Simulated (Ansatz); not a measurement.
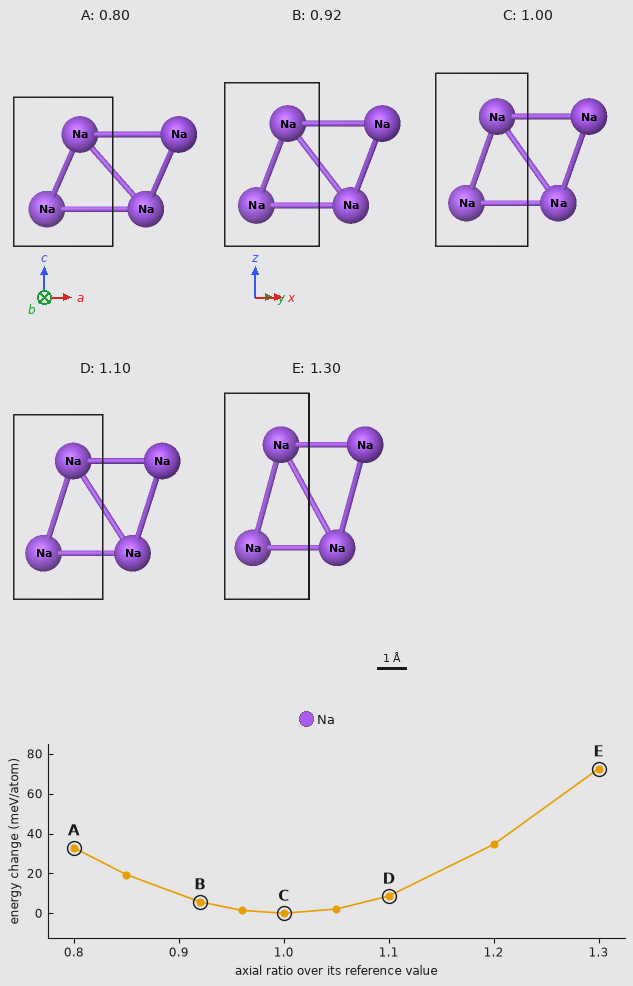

Energy scan for a crystal of Na (P6_3/mmc), in which the ratio of the cell's length along z to its lengths across, counted as 1 for the reference, is changed at fixed volume (a c/a path), with the atoms kept at their fractional coordinates. x, y and z are the Cartesian axes of the input. The lettered frames are marked on the plot. The picture is a ball-and-stick view of the cell of the calculation, repeated 2 × 2 × 1 with one cell outlined, seen along the b axis.

Theory: DFT PBEsol, scalar-relativistic, plane waves, PAW in Ansatz 0.2.0. Set-up: plane-wave cutoff 420 eV; k-point mesh 18 × 18 × 10; occupations gaussian; smearing width 0.15 eV; no spin polarisation. Energies (free energies at the smearing named) are counted from the cell as listed in its source, which wasn't relaxed.

Read off the main features of the energy profile.

Answer. The lowest computed point lies at the relative ratio 1.00 (0.0 meV/atom). At the ends of the scan the energy is 32.8 meV/atom (0.80) and 72.5 meV/atom (1.30). The distortion keeps the space group P6_3/mmc. At the relative ratio 1.30 the cell of the drawing goes a 3.767 → 3.452 Å, b 3.767 → 3.452 Å, c 6.154 → 7.330 Å.

The computed points:

| axial ratio over its reference value | energy change (meV/atom) |
| --- | --- |
| 0.80 | 32.8 |
| 0.85 | 19.4 |
| 0.92 | 5.8 |
| 0.96 | 1.4 |
| 1.00 | 0.0 |
| 1.05 | 2.1 |
| 1.10 | 8.6 |
| 1.20 | 34.5 |
| 1.30 | 72.5 |
